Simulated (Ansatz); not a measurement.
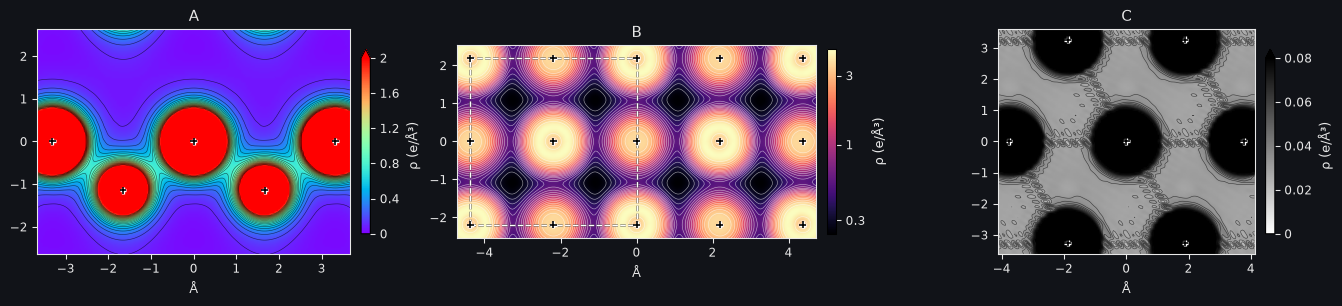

The valence electron density of 3 systems, each on a plane through atoms (crosses mark nuclei in the plane).

Theory: DFT PBEsol, scalar-relativistic, plane waves, PAW (Ansatz 0.2.0).

System 1: Na, the (001) plane of the conventional cell. Space group Cmcm; changed on purpose from its base cell (atom 1 (Na) moved by (+0.450, +0.000) A along y and z).

```
CELL_PARAMETERS angstrom
3.76700 0.00000 0.00000
0.00000 6.52464 0.00000
0.00000 0.00000 6.15400
ATOMIC_POSITIONS crystal
Na 0.50000 0.36782 0.25000
Na 0.00000 0.86782 0.25000
Na 0.00000 0.13218 0.75000
Na 0.50000 0.63218 0.75000
```

System 2: TaN, the (100) plane of the conventional cell. Space group Fm-3m.

System 3: AgO, the (100) plane of the conventional cell. Space group I-4m2; changed on purpose from its base cell (strain -0.025 along x and y, -0.050 along z, atoms carried along); computed pressure about 32 GPa in this cell; computed without spin polarisation.

```cif
data_structure
_symmetry_space_group_name_H-M 'P 1'
_symmetry_Int_Tables_number 1
_cell_length_a 3.3203
_cell_length_b 3.3203
_cell_length_c 4.5752
_cell_angle_alpha 90.000
_cell_angle_beta 90.000
_cell_angle_gamma 90.000
_cell_volume 50.44
loop_
_atom_site_label
_atom_site_type_symbol
_atom_site_fract_x
_atom_site_fract_y
_atom_site_fract_z
_atom_site_occupancy
Ag1 Ag 0.00000 0.00000 0.00000 1
Ag2 Ag 0.50000 0.50000 0.50000 1
O1 O 0.50000 0.00000 0.25000 1
O2 O 0.00000 0.50000 0.75000 1
```

Q: Match each panel to its system.

A: Panel A is system 3, AgO: the plane holds Ag and O. Ag–O (2.02 Å): ρ is about 0.79 e/Å³ halfway. Panel B is system 2, TaN: the plane holds Ta and N. Ta–N (2.19 Å): ρ at the midpoint is about 0.56 e/Å³. Panel C is system 1, Na: the plane holds Na. Na–Na (3.77 Å): the density is about 0.02 e/Å³ at the midpoint.
